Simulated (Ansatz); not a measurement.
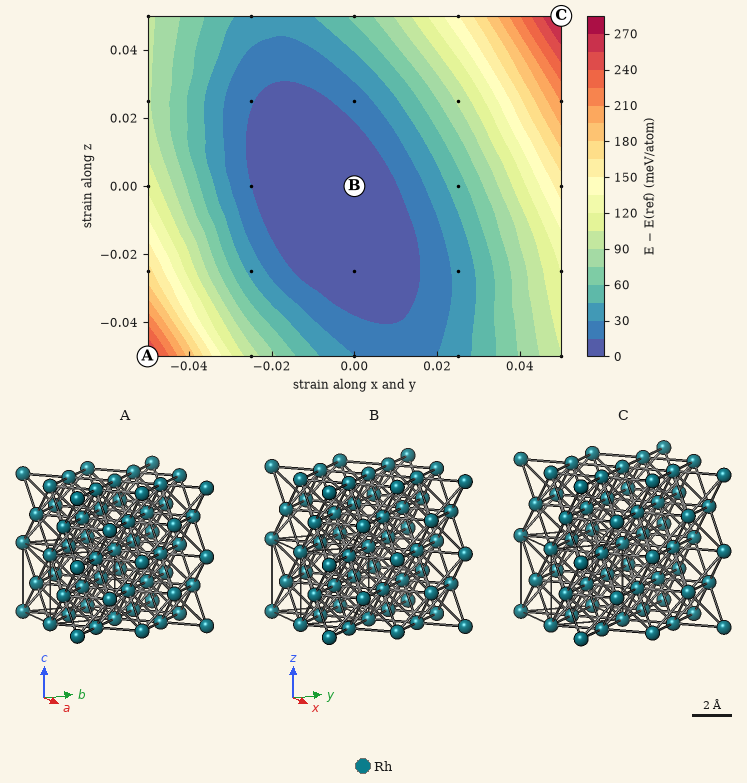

Solid Rh (Fm-3m): the cell is strained equally along x and y and separately along z, with the atoms kept at their fractional coordinates. x, y and z are the Cartesian axes of the input. The map is interpolated between the computed points (dots). The lettered frames are marked on it. The picture is a ball-and-stick view of the conventional cell (4 times the calculation's cell), repeated 2 × 2 × 2 with one cell outlined, seen slightly off an axis. Lengths and directions refer to the drawn axes.

All numbers below come from Ansatz 0.2.0, DFT PBEsol, scalar-relativistic, plane waves, PAW. (plane-wave cutoff 420 eV; k-point mesh 22 × 22 × 22; occupations gaussian; smearing width 0.15 eV; no spin polarisation). Energies (free energies at the smearing named) are counted from the cell as listed in its source, which wasn't relaxed.

Describe the energy landscape.

In pairs of (strain along x and y; strain along z): the lowest computed point lies at (0.000, 0.000) (0.0 meV/atom), the highest at (0.050, 0.050) (279.0 meV/atom). The valley is tilted: raising the in-plane strain is made harder by raising the strain along z (cross term 0.52 of the geometric mean of the two curvatures). Over the ranges scanned the energy rises more along the first axis, the in-plane strain. The pressure runs from −31.6 GPa at (0.050, 0.050) to 56.5 GPa at (−0.050, −0.050). The frames lie at A (−0.050, −0.050): 260.3 meV/atom, B (0.000, 0.000): 0.0 meV/atom, C (0.050, 0.050): 279.0 meV/atom.
